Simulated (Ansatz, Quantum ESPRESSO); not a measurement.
# RuAl (B2): bulk modulus from a few volumes

How stiff is B2 RuAl under hydrostatic load? Each row scales the relaxed cell evenly and relaxes the atoms. The phase is followed to these pressures whether or not it stays the stable one.

Calculated with Quantum ESPRESSO 7.5, PBEsol, GBRV 1.5 ultrasoft potentials, cutoff 680 eV, Fermi–Dirac smearing 0.05 eV, k-mesh 15×15×15, no spin polarisation, no spin-orbit coupling.

Reference cell, relaxed at zero pressure with PBEsol (Pm-3m): a = 2.9755 Å, b = 2.9755 Å, c = 2.9755 Å, α = 90.00°, β = 90.00°, γ = 90.00°.

```csv
atom,x,y,z
Ru,0.5000,0.5000,0.5000
Al,0.0000,0.0000,0.0000
```

| V (Å³/atom) | V/V0 | P (GPa) | E − E0 (meV/atom) |
| --- | --- | --- | --- |
| 12.3814 | 0.9400 | 15.574 | 36.4 |
| 12.9083 | 0.9800 | 4.640 | 3.8 |
| 13.4352 | 1.0200 | −4.169 | 3.5 |
| 13.6986 | 1.0400 | −7.908 | 13.4 |
| 13.9620 | 1.0600 | −11.269 | 29.2 |

V0 = 13.1717 Å³ an atom, where the residual pressure P0 is +0.003 GPa. **Question.** Fit the Birch–Murnaghan law and give the pressure and the energy at V = 12.6449 Å³ an atom, a row left out above.

With the Eulerian strain f = ½[(V0/V)^(2/3) − 1] and F = (P − P0)/[3f(1 + 2f)^(5/2)], the third-order law is the line F = B0 + (3/2) B0 (B′ − 4) f.

| f | F (GPa) |
| --- | --- |
| 0.02106 | 222.34 |
| 0.00678 | 220.46 |
| −0.00656 | 219.14 |
| −0.01290 | 218.15 |
| −0.01905 | 217.34 |

A straight line through the 5 rows: the means are −0.002134 for f and 219.49 for F, Σ(Δx)² = 0.001039 and ΣΔxΔy = 0.1271, so the slope is 0.1271/0.001039 = 122.32 and the intercept 219.49 − (122.32)(−0.002134) = 219.75.

Hence B0 = 219.7 GPa and B′ = 4 + (122.3)/(1.5 × 219.7) = 4.37. For the withheld volume f = 0.01379, F = 221.43 GPa and P = 9.81 GPa. The run itself gives 9.80 GPa, so the estimate misses by 0.01 GPa, a rounding's worth.

Integrating the same law gives E − E0 = (9/2) B0 V0 f²[1 + (B′ − 4) f] + P0(V0 − V), with 1 GPa Å³ = 6.2415 meV: 15.6 meV an atom. The run itself gives 15.6 meV, so the estimate misses by 0.0 meV, a rounding's worth.

The same fit over all rows at other levels or in other programs gives B0 = 220 GPa with PBEsol (Ansatz).

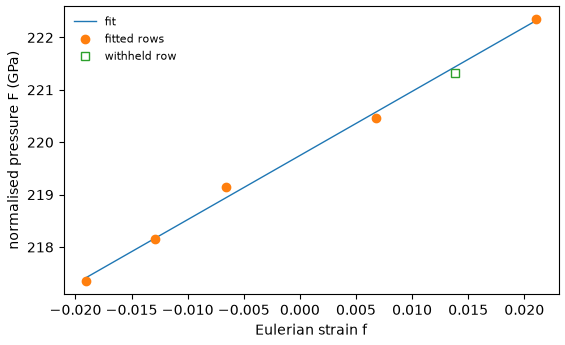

The fitted law, the rows behind it and the withheld row.

[Logs are printed without paths, hosts, clocks, repeated set-up lines and the standing remarks that a program may print on its own settings, such as how far it seeks lower states.]
